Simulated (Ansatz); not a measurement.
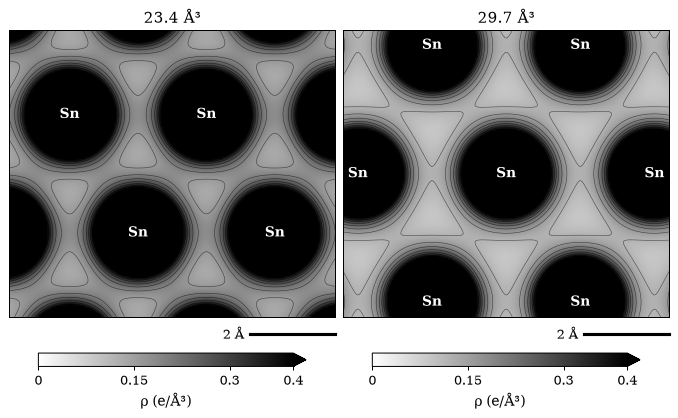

Sn. The valence pseudo-density of cells scaled evenly to different volumes (given per atom above each panel), on the (100) plane of each (indices in the axes of the cell below), at one length scale and on one colour scale.

A generated structure, not necessarily the stable one.

Computed with Ansatz 0.2.0, DFT, PBEsol, plane waves (420 eV) with PAW, scalar-relativistic.

In a PAW calculation such maps are meaningful between the atoms, not at the nuclei.

The largest cell:

```
Sn
1.0
     0.00000    2.45899    2.45899
     2.45899    0.00000    2.45899
     2.45899    2.45899    0.00000
Sn
1
Direct
  0.00000 0.00000 0.00000
```

| volume (Å³/atom) | Sn–Sn contact in the plane (Å) | ρ at its midpoint (e/Å³) | pressure (GPa) | 
| --- | --- | --- | --- |
| 23.36 | 3.209 | 0.180 | 9.1 | 
| 27.61 | 3.393 | ? | ? | 
| 29.74 | 3.478 | 0.122 | −4.8 | 

Estimate the missing row, and compare with the calculation.

Over the known rows ln ρ falls by 1.45 per Å of Sn–Sn distance (the line through the two), which gives 0.138 e/Å³ at 3.393 Å; the calculation gives 0.138 e/Å³. For the pressure, a straight line in volume between the neighbouring rows gives −0.2 GPa; the calculation gives −2.0, lower because pressure rises ever faster on compression.
